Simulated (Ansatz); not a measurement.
## Geometry relaxation, with input and output: Ga8N7 (charge +1) (part 1 of 2)

- system: Ga8N7 (defect cell, 15 atoms in the cell, total charge +1)
- method: DFT PBE, scalar-relativistic, plane waves, PAW, no spin polarisation (Ansatz 0.2.0)

The structure derives from a Materials Project entry. It belongs to a series of runs on one base structure; here: N vacancy (site b), charge +1, atoms relaxed at the host's cell.

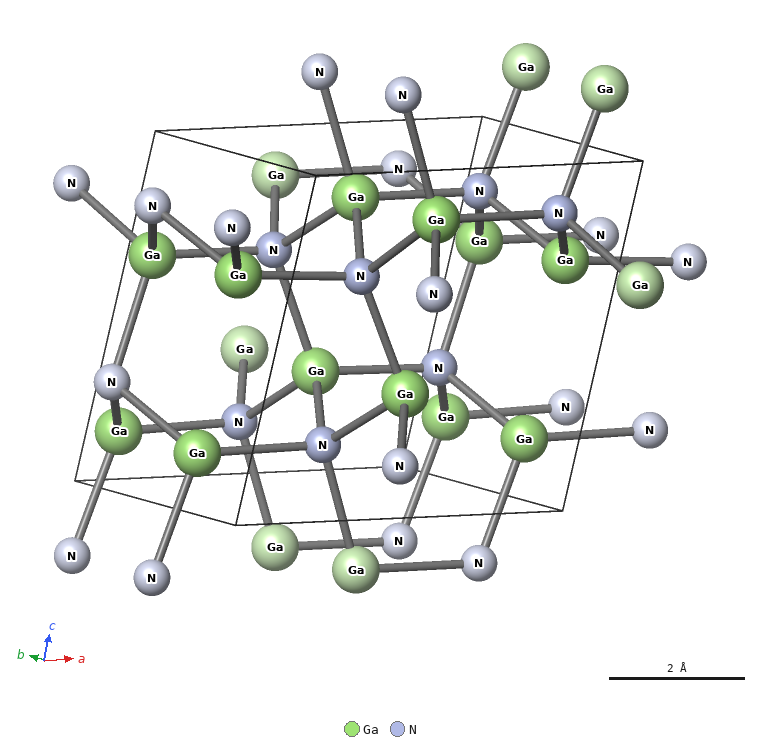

*The structure as given in the input (ball-and-stick view of the cell of the calculation, seen slightly off an axis; neighbours outside the cell are drawn fainter). An atom can appear more than once, as a periodic image.*

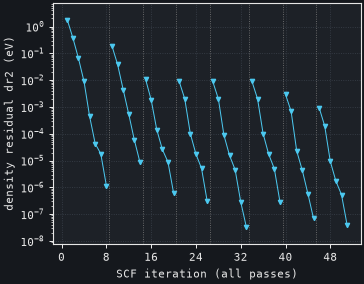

*Convergence of the self-consistent field: density residual dr2 against the SCF iteration. The dotted lines part the SCF passes of the relaxation: geometry steps, rejected trials and re-solves on a re-selected basis.*

The 8 passes take 6 to 8 iterations each, 51 in all.

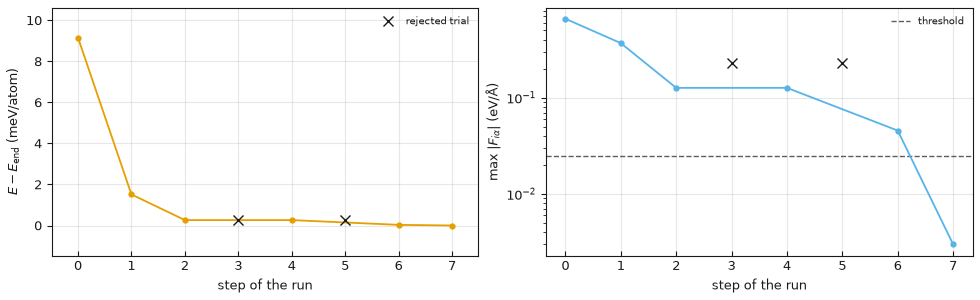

*Progress of the relaxation, step by step (the first geometry is step 0 here and step 1 in the log).*

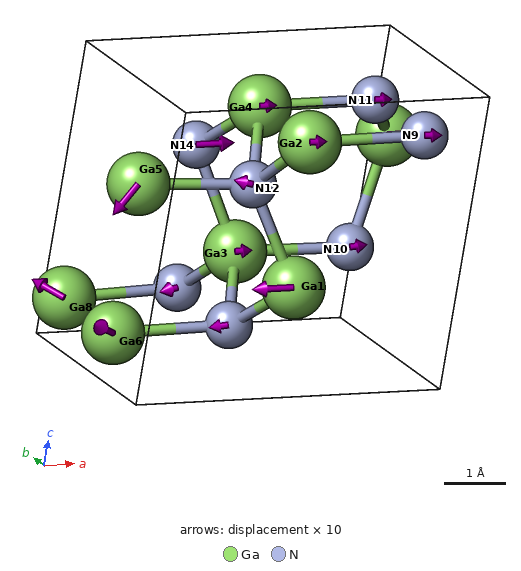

*The starting structure with the displacements as pink arrows, magnified 10 times (ball-and-stick view of the cell of the calculation, seen slightly off an axis).*

Ga1 moves most: 0.073 Å. Largest moves by element: Ga 0.073 Å, N 0.067 Å. The cell doesn't change. Among the contacts that change: Ga2–N12 1.978 → 1.992 Å, Ga2–N14 1.967 → 1.954 Å, Ga7–N14 1.945 → 1.957 Å, Ga1–N12 1.921 → 1.916 Å. Among the angles that change: Ga6–N10–Ga8 106.0° → 110.6°, N10–Ga8–N15 113.4° → 110.2°, Ga1–N15–Ga8 114.6° → 111.6°. After 7 geometry steps the energy has fallen by 9.2 meV per atom. The largest force component goes from 0.66 to 0.003 eV/Å. The line search rejected the trial steps at points 3, 5 (counted from 0) and went back. (Atoms are counted from 1 in the order of the input.)

The input and output of the run follow.

## Input file
```yaml
crystal:
  lattice:
    - [0.0, 0.0, 5.2431684095]
    - [3.2183708159, 5.5743817708, 0.0]
    - [-6.4367416318, -1.0e-10, 0.0]
  atoms:
    - { symbol: Ga, position: [0.5186865348, 0.1666666667, 0.3333333333] }
    - { symbol: Ga, position: [0.4900468379, 0.16491341, 0.832456705] }
    - { symbol: Ga, position: [0.4900468379, 0.667543295, 0.33508659] }
    - { symbol: Ga, position: [0.4900468379, 0.667543295, 0.832456705] }
    - { symbol: Ga, position: [1.0082200635, 0.3366474413, 0.6732948826] }
    - { symbol: Ga, position: [1.0082200635, 0.3366474413, 0.1633525587] }
    - { symbol: Ga, position: [0.9910269949, 0.8333333333, 0.6666666667] }
    - { symbol: Ga, position: [1.0082200635, 0.8267051174, 0.1633525587] }
    - { symbol: "N", position: [0.8679006732, 0.1693500298, 0.8346750149] }
    - { symbol: "N", position: [0.8679006732, 0.6653249851, 0.3306499702] }
    - { symbol: "N", position: [0.8679006732, 0.6653249851, 0.8346750149] }
    - { symbol: "N", position: [0.3846441345, 0.3270303802, 0.6540607604] }
    - { symbol: "N", position: [0.3846441345, 0.3270303802, 0.1729696198] }
    - { symbol: "N", position: [0.3619862063, 0.8333333333, 0.6666666667] }
    - { symbol: "N", position: [0.3846441345, 0.8459392396, 0.1729696198] }
  host:
    lattice:
      - [3.2183708159, 0.0, 0.0]
      - [-1.609185408, 2.7871908854, 0.0]
      - [0.0, 0.0, 5.2431684095]
    atoms:
      - { symbol: Ga, position: [0.6666666667, 0.3333333333, 0.4991348631] }
      - { symbol: Ga, position: [0.3333333333, 0.6666666667, 0.9991348631] }
      - { symbol: "N", position: [0.6666666667, 0.3333333333, 0.8758651369] }
      - { symbol: "N", position: [0.3333333333, 0.6666666667, 0.3758651369] }
total_charge: 1
basis:
  ecutwfc: 420
  xc_grid: 2
kpoints:
  mp_grid: { grid: [1, 1, 1], shift: [0.0, 0.0, 0.0] }
hamiltonian:
  xc: pbe
scf:
  occupations: { method: gaussian, width: 0.01 }
output:
  forces: true
  stress: false
  eigenvalues: true
  charged_corrections:
    defect_position: [0.87586514, 0.16666667, 0.33333333]
    epsilon: [[10.4928, 0.0, 0.0], [0.0, 10.4928, 0.0], [0.0, 0.0, 11.6882]]
relax:
  adjacent_minimum: "off"
  f_tol: 0.025
  max_steps: 45
```

Run as:
```bash
ansatz run input.yaml --threads 4 --pin off --max-ram 10240MiB --backend cpu --events-out ev --progress --plain --runs-dir out
```

## Log
```
Engine: ansatz 0.2.0, x86_64-unknown-linux-gnu
Pseudopotentials: kind: paw
Pseudopotential: Ga, paw, valence charge 13, recommended cutoff 420 eV (normal), Ga.paw.azcp
Pseudopotential: N, paw, valence charge 5, recommended cutoff 420 eV (normal), N.paw.azcp
Functional definition: PBE
  parameter kappa = 0.804
  parameter beta = 0.06672455060314922
  exchange = pbe_x(kappa = kappa, mu = beta*pi^2/3)
  correlation = pbe_c(beta = beta)
Crystal: 15 atoms, lattice volume = 188.129 Å³
Basis set: ecut = 420 eV, 3713 PW (Γ), exchange–correlation on 72×90×90 points (8 copies of the dense FFT grid, shifted against one another)
Bands: 84, of which v1, the nominal top of the filled ones, is band 69 counted from 1 (68 counted from 0)
Symmetry: 6 space group operations
Space group: P3m1 (ITA 156), of the structure as read, at distance tolerance 5.7e-5 Å
k-points: 1
Non-local potential: Ga, projectors of the file, l = 0: 2, l = 1: 2, l = 2: 3, l = 3: 1
Non-local potential: N, projectors of the file, l = 0: 2, l = 1: 2, l = 2: 1
PAW form: soft (Blöchl's): semilocal exchange-correlation on the pseudo side does not see the compensation charge
PAW one-centre angular grid: Ga, 590 points (default); XC on 64 Gauss nodes
PAW one-centre angular grid: N, 110 points (default); XC on 64 Gauss nodes
Initial density: superposition of atomic densities (neutral atoms scaled as one to the charged cell's electrons: chi_scale 0, normalization atom), corrected by the library's trained network
Initial wavefunctions: pseudopotential atomic-orbital guess
Functional: x = pbe(κ = 0.804, μ = 0.2195149727645171), c = pbe(β = 0.06672455060314922)
SCF iter   1: F=—  HF=-32966.608329 eV  |F-HF|=—  |Δ(HF+E_count)|=         —  Δρ=3.85e-2  dr2=1.81e0  ethr=1.77e-3  ⟨swp⟩=6.0  Hψ=270  notcnv=0  defer=4
preconditioner: auto → Resta (q_TF=auto, 2.591 Å⁻¹)  ε∞=4.8  [insulator: Δε(μ)=2.913 eV  Ē_g=16.413 eV  σ=0.010 eV  W_gap=1.00  n_scr=58 (ndim 8)  ℏωp=31.8 eV  f_vac=0.003  D(μ)=0.00/eV (n_scr^D=0)  ε∞_Penn≈4.8]
SCF iter   2: F=—  HF=-32966.052936 eV  |F-HF|=—  |Δ(HF+E_count)|=   5.55e-1  Δρ=1.52e-2  dr2=3.86e-1  ethr=1.31e-3  ⟨swp⟩=3.0  Hψ=171  notcnv=0  defer=10
SCF iter   3: F=—  HF=-32965.923229 eV  |F-HF|=—  |Δ(HF+E_count)|=   1.30e-1  Δρ=5.70e-3  dr2=6.66e-2  ethr=2.79e-4  ⟨swp⟩=2.0  Hψ=141  notcnv=0  defer=10
SCF iter   4: F=—  HF=-32965.904655 eV  |F-HF|=—  |Δ(HF+E_count)|=   1.86e-2  Δρ=2.40e-3  dr2=9.04e-3  ethr=4.82e-5  ⟨swp⟩=2.0  Hψ=164  notcnv=0  defer=10
SCF iter   5: F=—  HF=-32965.907385 eV  |F-HF|=—  |Δ(HF+E_count)|=   2.73e-3  Δρ=4.86e-4  dr2=4.50e-4  ethr=6.55e-6  ⟨swp⟩=3.0  Hψ=148  notcnv=0  defer=10
SCF iter   6: F=—  HF=-32965.907527 eV  |F-HF|=—  |Δ(HF+E_count)|=   1.42e-4  Δρ=1.50e-4  dr2=4.30e-5  ethr=3.26e-7  ⟨swp⟩=2.0  Hψ=148  notcnv=0  defer=10
SCF iter   7: F=—  HF=-32965.907569 eV  |F-HF|=—  |Δ(HF+E_count)|=   4.24e-5  Δρ=1.16e-4  dr2=1.79e-5  ethr=1.13e-8  ⟨swp⟩=13.0  Hψ=459  notcnv=0
SCF iter   8: F=-32965.907560 eV  HF=-32965.907559 eV  |F-HF|=7.02e-7  |Δ(HF+E_count)|=   1.05e-5  Δρ=2.30e-5  dr2=1.15e-6  ethr=1.13e-8  ⟨swp⟩=7.0  Hψ=355  notcnv=0
SCF 1 converged in 8 iterations: F = -32965.907560 eV  dr2 = 1.15e-6
  greatest PAW one-centre occupation: 0.996 electrons in one spin orbital (limit 2), on the Ga atom at site 6 (counted from 0), in its partial waves of l = 2
relax step   1: F+E_penalty+E_count = -32965.90755973 eV  Δ(F+E_penalty+E_count) = +0.000e0 eV  max|allowed force component| = 6.613e-1 eV/Å  Δτ_max = 0.0000 Å  (8 SCF iters, dr2 threshold 1.56e-5 eV, accepted)
Initial density: handed on by an earlier stage of this run
Initial wavefunctions: those handed on with the density
iter 1 solved again at ethr=1.35e-4 eV; its pass at ethr=3.10e-3 eV (dr2=1.86e-1 eV) is discarded
SCF iter   1: F=—  HF=-32966.082159 eV  |F-HF|=—  |Δ(HF+E_count)|=         —  Δρ=1.61e-2  dr2=1.87e-1  ethr=1.35e-4  ⟨swp⟩=1.0  Hψ=258  notcnv=0  defer=11
preconditioner: auto → Resta (q_TF=auto, 2.591 Å⁻¹)  ε∞=5.1  [insulator: Δε(μ)=2.837 eV  Ē_g=15.696 eV  σ=0.010 eV  W_gap=1.00  n_scr=58 (ndim 8)  ℏωp=31.8 eV  f_vac=0.016  D(μ)=0.00/eV (n_scr^D=0)  ε∞_Penn≈5.1]
SCF iter   2: F=—  HF=-32966.030257 eV  |F-HF|=—  |Δ(HF+E_count)|=   5.19e-2  Δρ=7.75e-3  dr2=3.87e-2  ethr=1.35e-4  ⟨swp⟩=3.0  Hψ=145  notcnv=0  defer=11
SCF iter   3: F=—  HF=-32966.022265 eV  |F-HF|=—  |Δ(HF+E_count)|=   7.99e-3  Δρ=1.54e-3  dr2=4.45e-3  ethr=2.81e-5  ⟨swp⟩=2.0  Hψ=145  notcnv=0  defer=11
SCF iter   4: F=—  HF=-32966.022042 eV  |F-HF|=—  |Δ(HF+E_count)|=   2.23e-4  Δρ=4.36e-4  dr2=5.33e-4  ethr=3.23e-6  ⟨swp⟩=2.0  Hψ=146  notcnv=0  defer=11
SCF iter   5: F=—  HF=-32966.022212 eV  |F-HF|=—  |Δ(HF+E_count)|=   1.70e-4  Δρ=1.69e-4  dr2=5.80e-5  ethr=3.87e-7  ⟨swp⟩=2.0  Hψ=134  notcnv=0  defer=11
SCF iter   6: F=-32966.022200 eV  HF=-32966.022199 eV  |F-HF|=1.44e-6  |Δ(HF+E_count)|=   1.35e-5  Δρ=5.64e-5  dr2=8.59e-6  ethr=1.98e-8  ⟨swp⟩=11.0  Hψ=412  notcnv=0
SCF 2 converged in 6 iterations: F = -32966.022200 eV  dr2 = 8.59e-6
relax step   2: F+E_penalty+E_count = -32966.02220033 eV  Δ(F+E_penalty+E_count) = -1.146e-1 eV  max|allowed force component| = 3.693e-1 eV/Å  Δτ_max = 0.0911 Å  (6 SCF iters, dr2 threshold 2.73e-5 eV, accepted)
SCF iter   1: F=—  HF=-32966.044330 eV  |F-HF|=—  |Δ(HF+E_count)|=         —  Δρ=3.66e-3  dr2=1.08e-2  ethr=6.00e-5  ⟨swp⟩=3.0  Hψ=184  notcnv=0  defer=10
preconditioner: auto → Resta (q_TF=auto, 2.591 Å⁻¹)  ε∞=5.1  [insulator: Δε(μ)=2.811 eV  Ē_g=15.701 eV  σ=0.010 eV  W_gap=1.00  n_scr=58 (ndim 8)  ℏωp=31.8 eV  f_vac=0.015  D(μ)=0.00/eV (n_scr^D=0)  ε∞_Penn≈5.1]
SCF iter   2: F=—  HF=-32966.041299 eV  |F-HF|=—  |Δ(HF+E_count)|=   3.03e-3  Δρ=1.70e-3  dr2=1.83e-3  ethr=7.80e-6  ⟨swp⟩=2.0  Hψ=164  notcnv=0  defer=10
SCF iter   3: F=—  HF=-32966.040961 eV  |F-HF|=—  |Δ(HF+E_count)|=   3.39e-4  Δρ=3.15e-4  dr2=1.42e-4  ethr=1.32e-6  ⟨swp⟩=2.0  Hψ=147  notcnv=0  defer=10
SCF iter   4: F=—  HF=-32966.040981 eV  |F-HF|=—  |Δ(HF+E_count)|=   2.02e-5  Δρ=9.13e-5  dr2=2.61e-5  ethr=1.03e-7  ⟨swp⟩=2.0  Hψ=141  notcnv=0  defer=10
SCF iter   5: F=—  HF=-32966.040991 eV  |F-HF|=—  |Δ(HF+E_count)|=   1.03e-5  Δρ=6.52e-5  dr2=8.83e-6  ethr=6.18e-9  ⟨swp⟩=11.0  Hψ=405  notcnv=0
SCF iter   6: F=-32966.040988 eV  HF=-32966.040988 eV  |F-HF|=1.90e-7  |Δ(HF+E_count)|=   3.51e-6  Δρ=1.40e-5  dr2=6.27e-7  ethr=6.18e-9  ⟨swp⟩=6.0  Hψ=339  notcnv=0
SCF 3 converged in 6 iterations: F = -32966.040988 eV  dr2 = 6.27e-7
relax step   3: F+E_penalty+E_count = -32966.04098773 eV  Δ(F+E_penalty+E_count) = -1.879e-2 eV  max|allowed force component| = 1.267e-1 eV/Å  Δτ_max = 0.0227 Å  (6 SCF iters, dr2 threshold 8.52e-6 eV, accepted)
SCF iter   1: F=—  HF=-32966.043820 eV  |F-HF|=—  |Δ(HF+E_count)|=         —  Δρ=3.11e-3  dr2=9.02e-3  ethr=6.19e-5  ⟨swp⟩=3.0  Hψ=184  notcnv=0  defer=10
preconditioner: auto → Resta (q_TF=auto, 2.591 Å⁻¹)  ε∞=5.1  [insulator: Δε(μ)=2.834 eV  Ē_g=15.702 eV  σ=0.010 eV  W_gap=1.00  n_scr=58 (ndim 8)  ℏωp=31.8 eV  f_vac=0.015  D(μ)=0.00/eV (n_scr^D=0)  ε∞_Penn≈5.1]
SCF iter   2: F=—  HF=-32966.041345 eV  |F-HF|=—  |Δ(HF+E_count)|=   2.48e-3  Δρ=1.47e-3  dr2=2.01e-3  ethr=6.54e-6  ⟨swp⟩=2.0  Hψ=149  notcnv=0  defer=10
SCF iter   3: F=—  HF=-32966.040941 eV  |F-HF|=—  |Δ(HF+E_count)|=   4.04e-4  Δρ=2.54e-4  dr2=1.00e-4  ethr=1.45e-6  ⟨swp⟩=2.0  Hψ=144  notcnv=0  defer=10
SCF iter   4: F=—  HF=-32966.040981 eV  |F-HF|=—  |Δ(HF+E_count)|=   4.01e-5  Δρ=9.19e-5  dr2=1.74e-5  ethr=7.27e-8  ⟨swp⟩=2.0  Hψ=143  notcnv=0  defer=10
SCF iter   5: F=—  HF=-32966.040986 eV  |F-HF|=—  |Δ(HF+E_count)|=   5.00e-6  Δρ=5.20e-5  dr2=5.08e-6  ethr=1.26e-8  ⟨swp⟩=2.0  Hψ=142  notcnv=0  defer=10
SCF iter   6: F=-32966.040985 eV  HF=-32966.040985 eV  |F-HF|=8.39e-8  |Δ(HF+E_count)|=   1.06e-6  Δρ=1.06e-5  dr2=3.09e-7  ethr=1.37e-9  ⟨swp⟩=11.0  Hψ=393  notcnv=0
SCF 4 converged in 6 iterations: F = -32966.040985 eV  dr2 = 3.09e-7
relax step   4: F+E_penalty+E_count = -32966.04098470 eV  Δ(F+E_penalty+E_count) = +3.038e-6 eV  max|allowed force component| = 2.319e-1 eV/Å  Δτ_max = 0.0246 Å  (6 SCF iters, dr2 threshold 1.89e-6 eV, rejected (line search))
SCF iter   1: F=—  HF=-32966.043784 eV  |F-HF|=—  |Δ(HF+E_count)|=         —  Δρ=3.10e-3  dr2=8.94e-3  ethr=6.54e-5  ⟨swp⟩=3.0  Hψ=184  notcnv=0  defer=10
preconditioner: auto → Resta (q_TF=auto, 2.591 Å⁻¹)  ε∞=5.1  [insulator: Δε(μ)=2.807 eV  Ē_g=15.697 eV  σ=0.010 eV  W_gap=1.00  n_scr=58 (ndim 8)  ℏωp=31.8 eV  f_vac=0.016  D(μ)=0.00/eV (n_scr^D=0)  ε∞_Penn≈5.1]
SCF iter   2: F=—  HF=-32966.041321 eV  |F-HF|=—  |Δ(HF+E_count)|=   2.46e-3  Δρ=1.47e-3  dr2=2.01e-3  ethr=6.47e-6  ⟨swp⟩=2.0  Hψ=149  notcnv=0  defer=10
SCF iter   3: F=—  HF=-32966.040918 eV  |F-HF|=—  |Δ(HF+E_count)|=   4.03e-4  Δρ=2.36e-4  dr2=8.79e-5  ethr=1.45e-6  ⟨swp⟩=2.0  Hψ=146  notcnv=0  defer=10
SCF iter   4: F=—  HF=-32966.040985 eV  |F-HF|=—  |Δ(HF+E_count)|=   6.72e-5  Δρ=8.74e-5  dr2=1.55e-5  ethr=6.37e-8  ⟨swp⟩=2.0  Hψ=143  notcnv=0  defer=10
SCF iter   5: F=—  HF=-32966.040989 eV  |F-HF|=—  |Δ(HF+E_count)|=   3.66e-6  Δρ=4.96e-5  dr2=4.55e-6  ethr=1.12e-8  ⟨swp⟩=2.0  Hψ=142  notcnv=0  defer=10
SCF iter   6: F=—  HF=-32966.040988 eV  |F-HF|=—  |Δ(HF+E_count)|=   8.62e-7  Δρ=1.04e-5  dr2=2.86e-7  ethr=3.30e-9  ⟨swp⟩=2.0  Hψ=114  notcnv=0  defer=10
SCF iter   7: F=-32966.040988 eV  HF=-32966.040988 eV  |F-HF|=8.97e-9  |Δ(HF+E_count)|=   1.10e-7  Δρ=3.80e-6  dr2=3.34e-8  ethr=7.25e-11  ⟨swp⟩=11.0  Hψ=385  notcnv=0
SCF 5 converged in 7 iterations: F = -32966.040988 eV  dr2 = 3.34e-8
relax step   5: F+E_penalty+E_count = -32966.04098789 eV  Δ(F+E_penalty+E_count) = -1.532e-7 eV  max|allowed force component| = 1.268e-1 eV/Å  Δτ_max = 0.0000 Å  (7 SCF iters, accepted)
SCF iter   1: F=—  HF=-32966.043807 eV  |F-HF|=—  |Δ(HF+E_count)|=         —  Δρ=3.11e-3  dr2=9.02e-3  ethr=6.48e-5  ⟨swp⟩=3.0  Hψ=184  notcnv=0  defer=10
SCF iter   2: F=—  HF=-32966.041326 eV  |F-HF|=—  |Δ(HF+E_count)|=   2.48e-3  Δρ=1.47e-3  dr2=2.01e-3  ethr=6.54e-6  ⟨swp⟩=2.0  Hψ=149  notcnv=0  defer=10
SCF iter   3: F=—  HF=-32966.040921 eV  |F-HF|=—  |Δ(HF+E_count)|=   4.06e-4  Δρ=2.53e-4  dr2=9.99e-5  ethr=1.45e-6  ⟨swp⟩=2.0  Hψ=144  notcnv=0  defer=10
SCF iter   4: F=—  HF=-32966.040969 eV  |F-HF|=—  |Δ(HF+E_count)|=   4.80e-5  Δρ=9.14e-5  dr2=1.70e-5  ethr=7.24e-8  ⟨swp⟩=2.0  Hψ=143  notcnv=0  defer=10
SCF iter   5: F=—  HF=-32966.040973 eV  |F-HF|=—  |Δ(HF+E_count)|=   4.90e-6  Δρ=5.15e-5  dr2=4.96e-6  ethr=1.23e-8  ⟨swp⟩=2.0  Hψ=142  notcnv=0  defer=10
SCF iter   6: F=-32966.040972 eV  HF=-32966.040972 eV  |F-HF|=7.22e-8  |Δ(HF+E_count)|=   1.08e-6  Δρ=1.04e-5  dr2=2.94e-7  ethr=1.37e-9  ⟨swp⟩=11.0  Hψ=391  notcnv=0
SCF 6 converged in 6 iterations: F = -32966.040972 eV  dr2 = 2.94e-7
relax step   6: F+E_penalty+E_count = -32966.04097247 eV  Δ(F+E_penalty+E_count) = +1.542e-5 eV  max|allowed force component| = 2.323e-1 eV/Å  Δτ_max = 0.0245 Å  (6 SCF iters, dr2 threshold 1.89e-6 eV, rejected (line search))
```
